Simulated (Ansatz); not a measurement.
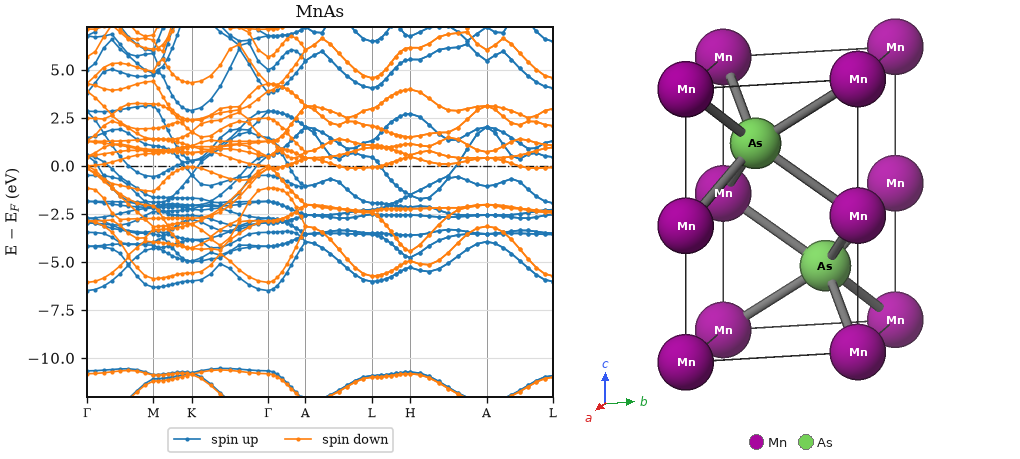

Band structure, beside the structure. Energies are counted from the Fermi level. The path runs straight from each named point to the next.

Structure: MnAs, space group P6_3/mmc (No. 194), 4 atoms in the cell.

Level of theory: DFT, PBE, all-electron PAW with datasets made for the crystal, scalar-relativistic, spin-polarised, 11×11×7 k mesh, Fermi-Dirac smearing of 0.05 eV; code Ansatz.

Is there a gap at the Fermi level?

Answer. A metal: 3 spin-up and 2 spin-down bands cross the Fermi level along this path.

Which levels at L lie nearest to the Fermi level?

Answer. At L the nearest levels lie 0.08 eV below and 0.46 eV above the Fermi level.
